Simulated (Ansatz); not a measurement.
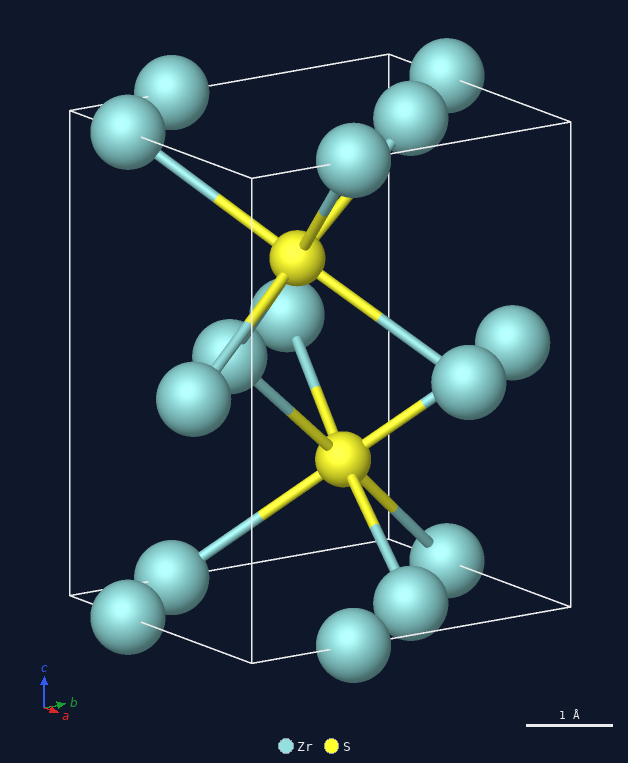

This ball-and-stick model is shown slightly off an axis. One conventional unit cell is framed, with atoms on its boundary repeated.

Zr₃S, space group P6_322 (No. 182), a = 5.93 Å, b = 5.93 Å, c = 5.73 Å, α = 90.00°, β = 90.00°, γ = 120.00°.

Setup: DFT PBE, scalar-relativistic, plane waves, PAW (Ansatz 0.2.0); a basis cut at 420 eV, Brillouin-zone sampling on a 6×6×6 mesh, Fermi-Dirac smearing of 0.15 eV, no spin polarisation.

Metal or not?

Answer. A metal: bands cross the Fermi level.

State the hydrostatic pressure.

Answer. The computed pressure is 0.0 GPa, close to zero.

The cell started as a structure type filled with these elements by a generator (whether the compound takes this form wasn't checked). Earlier steps of the study, as a rule a relaxation of our own, may have changed the cell and positions, so they can lie some per cent off the listed ones. A calculation with Ansatz used it as input.
